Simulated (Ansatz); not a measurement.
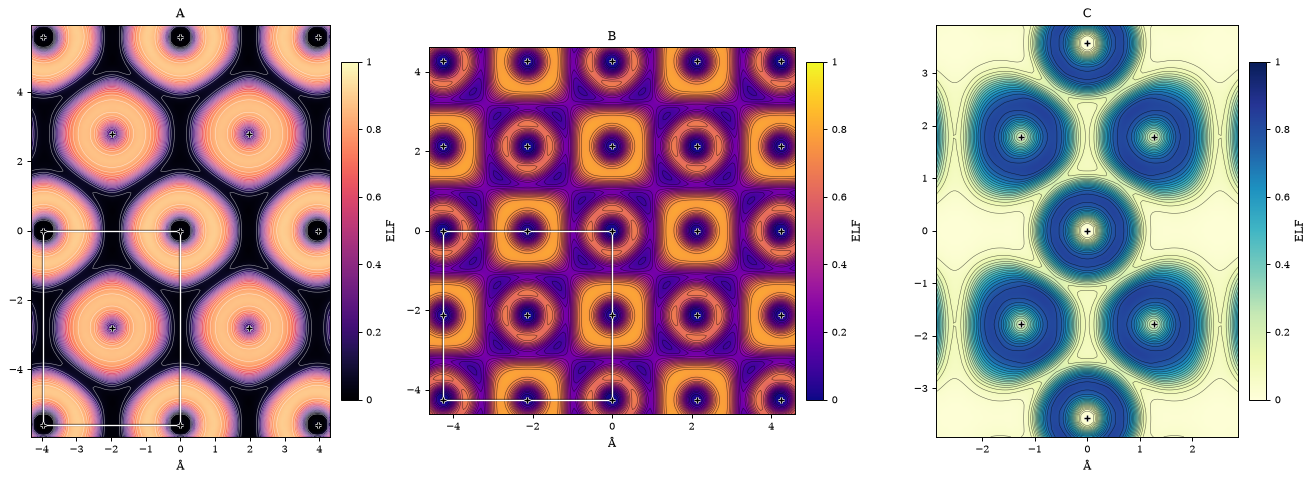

The electron localisation function of 3 systems, each on a plane through atoms (crosses mark nuclei in the plane).

All numbers below come from DFT, PBEsol, PAW with Ansatz's default frozen-core files, scalar-relativistic; relaxation of cell and atoms in Ansatz 0.2.0.

System 1: CsCl, the (11̄0) plane of the conventional cell. Space group Pm-3m; computed pressure about 2 GPa in this cell.

```
Cs Cl
1.0
     3.95293    0.00000    0.00000
     0.00000    3.95293    0.00000
     0.00000    0.00000    3.95293
Cs Cl
1 1
Direct
  0.00000 0.00000 0.00000
  0.50000 0.50000 0.50000
```

System 2: TiC, the (100) plane of the conventional cell. Space group Fm-3m; computed pressure about 7 GPa in this cell; computed without spin polarisation.

```xyz
8
Lattice="4.2579 0.0000 0.0000 0.0000 4.2579 0.0000 0.0000 0.0000 4.2579" Properties=species:S:1:pos:R:3 pbc="T T T"
Ti    0.0000    0.0000    0.0000
Ti    2.1290    2.1290    0.0000
Ti    2.1290    0.0000    2.1290
Ti    0.0000    2.1290    2.1290
C     2.1290    0.0000    0.0000
C     0.0000    2.1290    0.0000
C     0.0000    0.0000    2.1290
C     2.1290    2.1290    2.1290
```

System 3: ZrO$_{2}$, the (101) plane of the conventional cell. Space group Fm-3m.

```
Zr O
1.0
     5.05105    0.00000    0.00000
     0.00000    5.05105    0.00000
     0.00000    0.00000    5.05105
Zr O
4 8
Direct
  0.00000 0.00000 0.00000
  0.50000 0.50000 0.00000
  0.50000 0.00000 0.50000
  0.00000 0.50000 0.50000
  0.25000 0.25000 0.25000
  0.75000 0.75000 0.25000
  0.75000 0.25000 0.75000
  0.25000 0.75000 0.75000
  0.75000 0.25000 0.25000
  0.25000 0.75000 0.25000
  0.25000 0.25000 0.75000
  0.75000 0.75000 0.75000
```

### Which map belongs to which system?

Panel A is system 1, CsCl: the plane holds Cs and Cl. Cs–Cl (3.42 Å): the ELF is about 0.05 at the midpoint (a closed-shell, largely ionic contact). Panel B is system 2, TiC: the plane holds Ti and C. Ti–C (2.13 Å): the ELF peaks at about 0.80 in the valence shell of C, 0.7 Å from its nucleus, and is about 0.30 at the midpoint. Panel C is system 3, ZrO$_{2}$: the plane holds Zr and O. Zr–O (2.19 Å): the ELF peaks at about 0.85 in the valence shell of O, 0.6 Å from its nucleus, and drops to about 0.20 between the two atoms (no localised pair shows between them).
